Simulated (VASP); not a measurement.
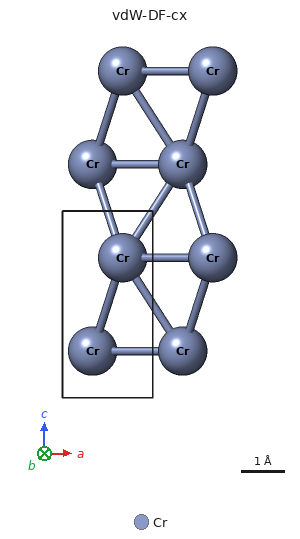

Solid Cr (set up in P6_3/mmc), relaxed (cell and atoms) with several functionals. The picture shows the result with vdW-DF-cx. A ball-and-stick model of the cell of the calculation, repeated 2 × 1 × 2 with one cell outlined, seen along the b axis.

Computed with VASP 6.6.1: VASP PAW PBE potentials, recommended; VASP PAW LDA potentials, recommended (each functional with its own set). Settings: plane-wave cutoff 600 eV; k-point mesh 8 × 8 × 5; occupations fermi-dirac; smearing width 0.05 eV; collinear spin.

```json
{"functional": "vdW-DF-cx", "volume (Å³/atom)": "11.462", "a (Å)": "2.453", "c (Å)": "4.398"}
{"functional": "optB88-vdW", "volume (Å³/atom)": "11.745", "a (Å)": "2.470", "c (Å)": "4.445"}
{"functional": "LDA", "volume (Å³/atom)": "11.126", "a (Å)": "2.431", "c (Å)": "4.349"}
{"functional": "revPBE", "volume (Å³/atom)": "12.056", "a (Å)": "2.493", "c (Å)": "4.478"}
{"functional": "PW91", "volume (Å³/atom)": "11.871", "a (Å)": "2.480", "c (Å)": "4.457"}
{"functional": "PBE", "volume (Å³/atom)": "?", "a (Å)": "?", "c (Å)": "?"}
{"functional": "BLYP", "volume (Å³/atom)": "12.284", "a (Å)": "2.503", "c (Å)": "4.528"}
{"functional": "RPBE", "volume (Å³/atom)": "12.138", "a (Å)": "2.499", "c (Å)": "4.490"}
{"functional": "PBEsol", "volume (Å³/atom)": "11.439", "a (Å)": "2.452", "c (Å)": "4.393"}
{"functional": "r2SCAN", "volume (Å³/atom)": "11.697", "a (Å)": "2.460", "c (Å)": "4.465"}
{"functional": "SCAN", "volume (Å³/atom)": "11.638", "a (Å)": "2.456", "c (Å)": "4.455"}
{"functional": "rev-vdW-DF2", "volume (Å³/atom)": "11.609", "a (Å)": "2.463", "c (Å)": "4.420"}
{"functional": "AM05", "volume (Å³/atom)": "11.399", "a (Å)": "2.451", "c (Å)": "4.381"}
```

Q: Fill in the missing row.

A: With PBE the volume falls between optB88-vdW (11.745) and PW91 (11.871). The calculation gives 11.868 Å³/atom (a = 2.481 Å, c = 4.453 Å). In order of volume: LDA < AM05 < PBEsol < vdW-DF-cx < rev-vdW-DF2 < SCAN < r2SCAN < optB88-vdW < PBE ≈ PW91 < revPBE < RPBE < BLYP; the spread is 10.4 %.
